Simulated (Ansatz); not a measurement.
**Cu11O6 (cell with a defect): density, localisation and related maps**

```
CELL_PARAMETERS angstrom
4.29824 0.00000 4.29824
-4.29824 4.29824 0.00000
-4.29824 -4.29824 4.29824
ATOMIC_POSITIONS crystal
Cu 0.32927 0.16513 0.91743
Cu 0.00147 0.50177 0.24861
Cu 0.16542 0.33425 0.58280
Cu 0.83207 0.66276 0.92569
Cu 0.49824 0.00349 0.24113
Cu 0.00873 0.00514 0.25874
Cu 0.66488 0.33298 0.58313
Cu 0.32224 0.66194 0.90731
Cu 0.16499 0.83417 0.58316
Cu 0.83245 0.17011 0.92523
Cu 0.49843 0.49656 0.24111
O 0.66581 0.33373 0.33299
O 0.32467 0.66386 0.66205
O 0.99610 0.99836 0.00655
O 0.00558 0.00441 0.50401
O 0.66505 0.33280 0.83329
O 0.33473 0.66820 0.15954
```

The program warned that a starting moment wasn't kept; spin-polarised, but the moments vanished.

Theory: DFT PBE, scalar-relativistic, plane waves, PAW in Ansatz 0.2.0.

The density is the valence pseudo-density of a PAW calculation; it isn't the true density close to the nuclei.

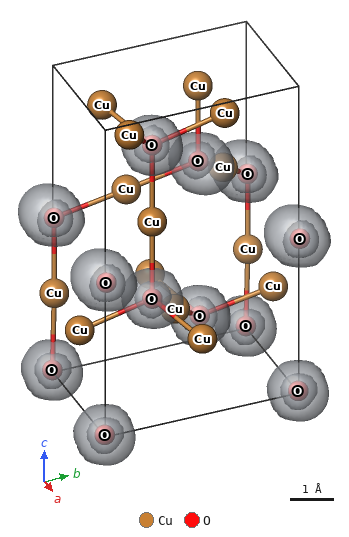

Figure 1. Isosurface of the electron localisation function at 0.75 (grey), seen slightly off an axis. Only the valence region is drawn (cores and ρ < 0.01 e/Å³ removed). Sticks mark near contacts.

Q: What do the ELF domains correspond to?

A: The ELF exceeds this value in six regions wrapped around O (the valence shell of each), counted in one cell of 17 atoms. Regions shared between cells count once.


Cu–O (1.83 Å): the ELF peaks at about 0.85 in the valence shell of O, 0.6 Å from its nucleus, and is about 0.25 at the midpoint; no shared electron pair shows on this line. Cu–O (1.87 Å): the ELF peaks at about 0.85 in the valence shell of O, 0.6 Å from its nucleus, and is about 0.25 at the midpoint: no shared electron pair shows on this line.

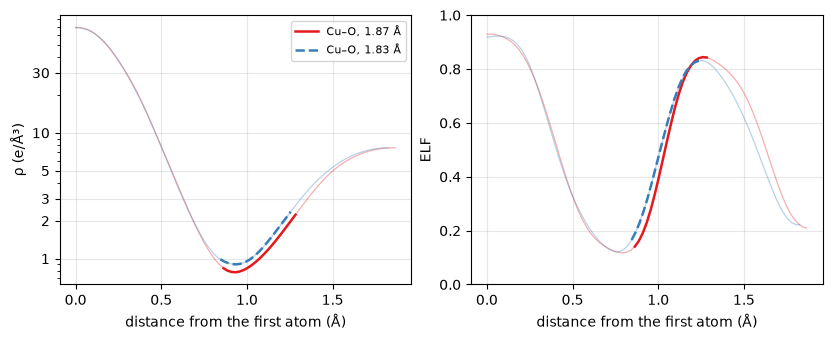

Figure 2. Valence pseudo-density and electron localisation function along straight lines between neighbouring atoms. Thin, pale parts lie inside the atomic spheres.

Q: What can be read from the curves?

A: Cu–O (1.87 Å): ρ at the midpoint is about 0.78 e/Å³; the ELF peaks at about 0.85 in the valence shell of O, 0.6 Å from its nucleus, and is about 0.25 at the midpoint: no localised pair shows between them.
Cu–O (1.83 Å): the density is about 0.91 e/Å³ at the midpoint; the ELF peaks at about 0.85 in the valence shell of O, 0.6 Å from its nucleus, and is about 0.25 at the midpoint (no shared electron pair shows on this line).

Q: Does the calculation give a band gap?

A: It is gapless in this calculation (a metal or semimetal).
